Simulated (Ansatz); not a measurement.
## Run report: TaSi2, geometry relaxation (part 2 of 2)

Continued. System: TaSi2 (P6₄22, 9 atoms in the cell). Method: DFT r2SCAN, scalar-relativistic, plane waves, PAW, no spin polarisation (Ansatz 0.2.0); cutoff 500 eV, 12×12×6 k-mesh, Gaussian smearing of 0.1 eV. The structure derives from an entry of the Crystallography Open Database.

Geometry of the input (Å; fractional positions):
```
4.7839  0.0000  0.0000
-2.3920  4.1430  0.0000
0.0000  0.0000  6.5700
Ta 0.5000  0.0000  0.0000
Ta 0.5000  0.5000  0.6667
Ta 0.0000  0.5000  0.3333
Si 0.1590  0.3179  0.0000
Si 0.8410  0.1590  0.6667
Si 0.6821  0.8410  0.3333
Si 0.8410  0.6821  0.0000
Si 0.1590  0.8410  0.6667
Si 0.3179  0.1590  0.3333
```

Output, continued
```
--- Forces (eV/Å), atoms counted from 1 ---
  atom   1  Ta     0.00000000     0.00000000    -0.00000000
  atom   2  Ta     0.00000000    -0.00000000    -0.00000000
  atom   3  Ta    -0.00000000     0.00000000     0.00000000
  atom   4  Si     0.00000000     0.00191079    -0.00000000
  atom   5  Si    -0.00165479     0.00095540     0.00000000
  atom   6  Si    -0.00165479    -0.00095540    -0.00000000
  atom   7  Si    -0.00000000    -0.00191079     0.00000000
  atom   8  Si     0.00165479    -0.00095540    -0.00000000
  atom   9  Si     0.00165479     0.00095540     0.00000000
  max |Σ_I F_I| component: 8.87e-17 eV/Å
--- Stress (GPa, compression-positive) ---
       -0.032981      -0.000000       0.000000
        0.000000      -0.032981       0.000000
        0.000000       0.000000       0.010340
  P = ⅓ Tr σ = -0.0185 GPa (-0.185 kbar)
--- Band table (eV; the first three rows and the last of 76) ---
  k-point 0: bands = ["-54.2501", "-54.2325", "-54.2325", "-20.3045", "-20.3025", "-20.3025", "-20.2358", "-20.2358", "-20.1288", "-20.1268", "-20.1200", "-20.1200", "1.0724", "4.6069", "4.6069", "8.2588", "9.0206", "9.0206", "9.0403", "9.0403", "10.2380", "11.1557", "11.1557", "11.5311", "12.4463", "12.4463", "12.5475", "12.6230", "12.6230", "12.9045", "12.9045", "13.5577", "16.1201", "18.4617", "18.4617", "19.0078", "19.0550", "19.1073", "19.4056", "19.4056", "19.5652"]
  k-point 1: bands = ["-54.2494", "-54.2363", "-54.2294", "-20.3303", "-20.2994", "-20.2671", "-20.2400", "-20.2359", "-20.1373", "-20.1345", "-20.1309", "-20.1013", "1.1880", "3.6683", "5.5498", "8.3565", "8.7373", "8.9401", "9.3524", "9.4195", "10.1998", "10.2546", "10.8745", "11.2239", "12.3046", "12.5496", "12.6479", "12.8346", "12.8979", "12.9730", "13.5018", "13.5501", "16.5031", "17.7932", "18.4953", "18.8712", "19.0935", "19.1107", "19.3512", "19.4997", "19.5516"]
  k-point 2: bands = ["-54.2473", "-54.2404", "-54.2274", "-20.3480", "-20.2853", "-20.2463", "-20.2440", "-20.2277", "-20.1564", "-20.1451", "-20.1364", "-20.0878", "1.5288", "2.8055", "6.4125", "8.5499", "8.6356", "9.0597", "9.0797", "9.6691", "10.0924", "10.2192", "10.2250", "10.5941", "12.2842", "12.5043", "12.6569", "12.8159", "12.9311", "13.1004", "13.3829", "15.0711", "17.0779", "17.9857", "18.0873", "18.4905", "18.9438", "18.9907", "19.1579", "19.4801", "19.5340"]
  k-point 75: bands = ["-54.2440", "-54.2354", "-54.2354", "-20.3497", "-20.3231", "-20.3231", "-20.2112", "-20.2112", "-20.1579", "-20.1181", "-20.1181", "-20.0952", "4.1398", "4.1398", "4.8185", "5.7105", "5.7105", "6.8617", "9.6032", "10.1594", "10.1594", "10.5077", "12.2562", "12.2562", "12.4808", "12.4808", "12.5228", "12.6942", "14.4453", "14.4453", "15.1017", "15.1017", "16.2992", "16.9659", "16.9659", "17.7371", "18.2804", "18.2804", "18.9088", "19.0268", "19.1385"]
--- Relaxed structure (3 steps of the walk, 3 accepted, 1 SCFs on fresh bases) ---
  F+E_penalty+E_count = -33671.49662380 eV   max|allowed force component| = 1.911e-3 eV/Å   (the final SCF, on the basis selected at the relaxed cell)
  cell:  # Å, volume = 129.6991 Å³
    - [4.779967536660048, -2.884381847982678e-11, -1.8177571581280346e-34]
    - [-2.3899837683050444, 4.139573316026949, 2.056750155919175e-34]
    - [-3.32857107417602e-34, 1.9243301522580116e-34, 6.554755403953348]
  atoms:
    - { symbol: Ta, position: [0.5, 1.4538681138700085e-20, 9.499908119616837e-35] }
    - { symbol: Ta, position: [0.49999999999999994, 0.49999999999999994, 0.6666666666666664] }
    - { symbol: Ta, position: [-2.7755575615628914e-17, 0.5, 0.3333333333333332] }
    - { symbol: Si, position: [0.1582725697322482, 0.3165451394644964, 1.0965608229500576e-34] }
    - { symbol: Si, position: [0.841727430267752, 0.1582725697322482, 0.6666666666666664] }
    - { symbol: Si, position: [0.6834548605355037, 0.8417274302677519, 0.3333333333333332] }
    - { symbol: Si, position: [0.8417274302677519, 0.6834548605355036, 1.3408441745973482e-34] }
    - { symbol: Si, position: [0.15827256973224824, 0.841727430267752, 0.6666666666666664] }
    - { symbol: Si, position: [0.31654513946449636, 0.15827256973224818, 0.3333333333333332] }
```

Trajectory as extended XYZ (Å, eV, eV/Å), 4 frames, from step=1 to step=4
```
9
Lattice="4.7839 0.0000 0.0000 -2.3920 4.1430 0.0000 0.0000 0.0000 6.5700" Properties=species:S:1:pos:R:3:forces:R:3 step=1 energy=-33671.49386 pressure_GPa=-0.84
Ta    2.3920    0.0000    0.0000    0.0000   0.0000   0.0000
Ta    1.1960    2.0715    4.3800    0.0000   0.0000   0.0000
Ta   -1.1960    2.0715    2.1900    0.0000   0.0000   0.0000
Si    0.0000    1.3172    0.0000    0.0000  -0.0727   0.0000
Si    3.6432    0.6586    4.3800    0.0629  -0.0363   0.0000
Si    1.2512    3.4844    2.1900    0.0629   0.0363   0.0000
Si    2.3920    2.8258    0.0000    0.0000   0.0727   0.0000
Si   -1.2512    3.4844    4.3800   -0.0629   0.0363   0.0000
Si    1.1407    0.6586    2.1900   -0.0629  -0.0363   0.0000
9
Lattice="4.7760 0.0000 0.0000 -2.3880 4.1362 0.0000 0.0000 0.0000 6.5527" Properties=species:S:1:pos:R:3:forces:R:3 step=2 energy=-33671.49645 pressure_GPa=0.36
Ta    2.3880    0.0000    0.0000    0.0000   0.0000   0.0000
Ta    1.1940    2.0681    4.3685    0.0000   0.0000   0.0000
Ta   -1.1940    2.0681    2.1842    0.0000   0.0000   0.0000
Si    0.0000    1.3105    0.0000    0.0000  -0.0133   0.0000
Si    3.6411    0.6553    4.3685    0.0115  -0.0066   0.0000
Si    1.2531    3.4809    2.1842    0.0115   0.0066   0.0000
Si    2.3880    2.8256    0.0000    0.0000   0.0133   0.0000
Si   -1.2531    3.4809    4.3685   -0.0115   0.0066   0.0000
Si    1.1349    0.6553    2.1842   -0.0115  -0.0066   0.0000
9
Lattice="4.7800 0.0000 0.0000 -2.3900 4.1396 0.0000 0.0000 0.0000 6.5548" Properties=species:S:1:pos:R:3:forces:R:3 step=3 energy=-33671.49671 pressure_GPa=-0.02
Ta    2.3900    0.0000    0.0000    0.0000   0.0000   0.0000
Ta    1.1950    2.0698    4.3698    0.0000   0.0000   0.0000
Ta   -1.1950    2.0698    2.1849    0.0000   0.0000   0.0000
Si    0.0000    1.3104    0.0000    0.0000   0.0020   0.0000
Si    3.6452    0.6552    4.3698   -0.0017   0.0010   0.0000
Si    1.2552    3.4844    2.1849   -0.0017  -0.0010   0.0000
Si    2.3900    2.8292    0.0000    0.0000  -0.0020   0.0000
Si   -1.2552    3.4844    4.3698    0.0017  -0.0010   0.0000
Si    1.1348    0.6552    2.1849    0.0017   0.0010   0.0000
9
Lattice="4.7800 0.0000 0.0000 -2.3900 4.1396 0.0000 0.0000 0.0000 6.5548" Properties=species:S:1:pos:R:3:forces:R:3 step=4 energy=-33671.49662 pressure_GPa=-0.02
Ta    2.3900    0.0000    0.0000    0.0000   0.0000   0.0000
Ta    1.1950    2.0698    4.3698    0.0000   0.0000   0.0000
Ta   -1.1950    2.0698    2.1849    0.0000   0.0000   0.0000
Si    0.0000    1.3104    0.0000    0.0000   0.0019   0.0000
Si    3.6452    0.6552    4.3698   -0.0017   0.0010   0.0000
Si    1.2552    3.4844    2.1849   -0.0017  -0.0010   0.0000
Si    2.3900    2.8292    0.0000    0.0000  -0.0019   0.0000
Si   -1.2552    3.4844    4.3698    0.0017  -0.0010   0.0000
Si    1.1348    0.6552    2.1849    0.0017   0.0010   0.0000
```

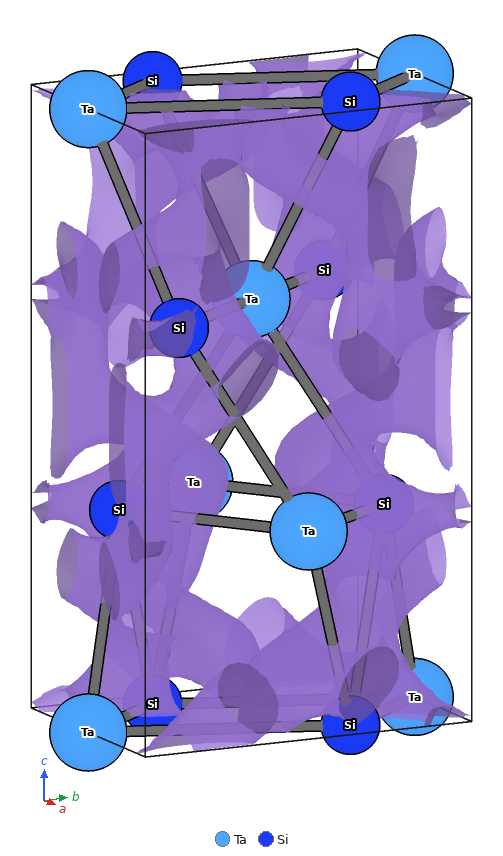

Figure 1. Isosurface of the ELF at 0.65 (purple), seen slightly off an axis. Only the valence region is drawn (cores and ρ < 0.01 e/Å³ removed). Sticks mark near contacts. The outline is the cell set on symmetry axes. The ELF exceeds this value in channels that run through the cell in one direction, counted in one cell of 9 atoms.  Values along the shortest contacts: Ta–Si (2.60 Å): the ELF is about 0.40 at the midpoint. Core electrons are frozen (PAW), so the fields are smoothed inside the atomic spheres.

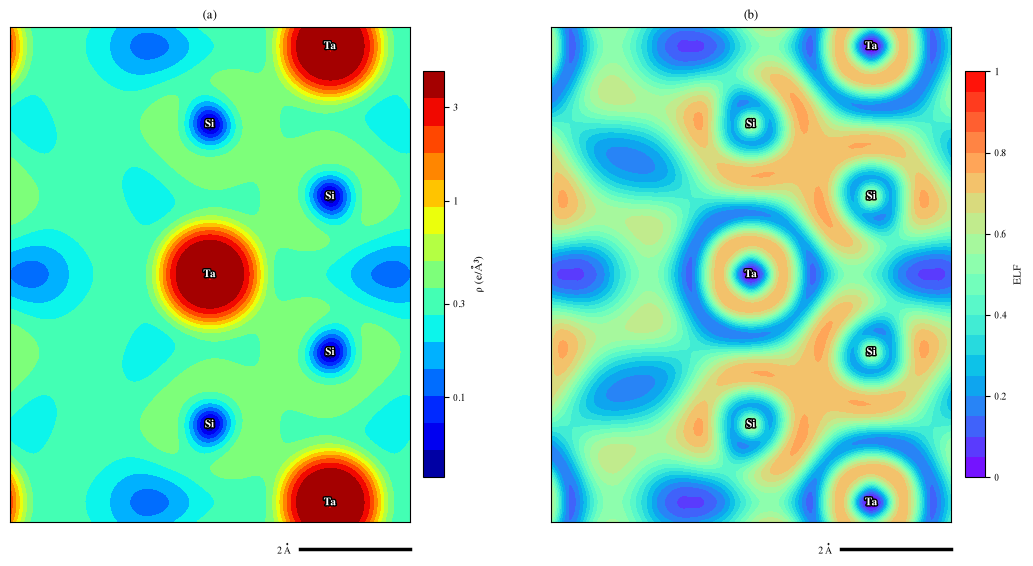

Figure 2. (a) valence charge density (pseudo); (b) ELF on the (110) plane of the conventional cell. Si–Si (2.55 Å): the density is about 0.39 e/Å³ at the midpoint, a local maximum along the line; the ELF peaks at about 0.75 between the atoms (a covalent bond). Ta–Si (2.60 Å): the density is about 0.4 e/Å³ at the midpoint; the ELF is about 0.40 at the midpoint. Ta–Si (2.73 Å): ρ at the midpoint is about 0.34 e/Å³; the ELF is about 0.40 at the midpoint. Away from the nuclei the density in this plane falls to 0.12 e/Å³ at its lowest. The strong features right at Ta lie inside the PAW spheres (semicore, d or f shells) and say nothing about bonding.

Summary

```tsv
quantity	value
outcome	converged
space group (tolerance 0.01 Å)	P6₄22 (181)
electrons treated	63
free energy	−33671.4966 eV
Fermi energy	15.271 eV
gap on the k-point mesh	none (metallic)
pressure	−0.02 GPa
final volume	129.70 Å³
largest force (length of the vector) at the end	0.002 eV/Å
final cell	a = 4.780 Å, b = 4.780 Å, c = 6.555 Å, α = 90.00°, β = 90.00°, γ = 120.00°
hardware	2 threads of Intel Xeon (Granite Rapids), 192 GiB of memory available, shared host
wall time	81 s (CPU time 2.7 min)
peak memory	0.88 GiB
```

Spin–orbit coupling is left out, which matters for Ta.
